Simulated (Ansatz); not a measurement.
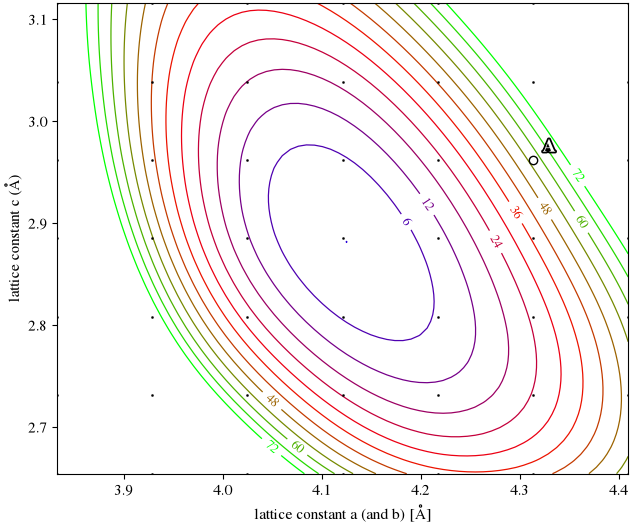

Al₂Cu (P4/mmm, No. 123; 3 atoms in the cell). The energy is mapped over the lattice constants a and c of the conventional cell. The first coordinate is: lattice constant a (and b); the second: lattice constant c. Nothing is relaxed (symmetry fixes all fractional coordinates). The scan uses a 7 × 7 grid. Points are written as (first, second). Energies: meV/atom, counted from the lowest grid point. These are results of DFT PBE, scalar-relativistic, plane waves, PAW (Ansatz), not measurements. Settings: cutoff 520 eV, k-mesh 10×10×14 in the order of the run's cell vectors, gaussian smearing 0.15 eV, no spin polarisation.

The picture shows contour lines labelled in meV/atom (none above 72), dots at the grid points, the point A. Between grid points the surface is interpolated.

Q: Is A at rest? If not, where is it pushed?

A: A, at (4.314 Å, 2.962 Å), is not a stationary point. The computed force is 420 meV/atom for each Å towards smaller values of lattice constant a (and b) and 300 meV/atom for each Å towards smaller values of lattice constant c.

PAW datasets: the set soft_1.
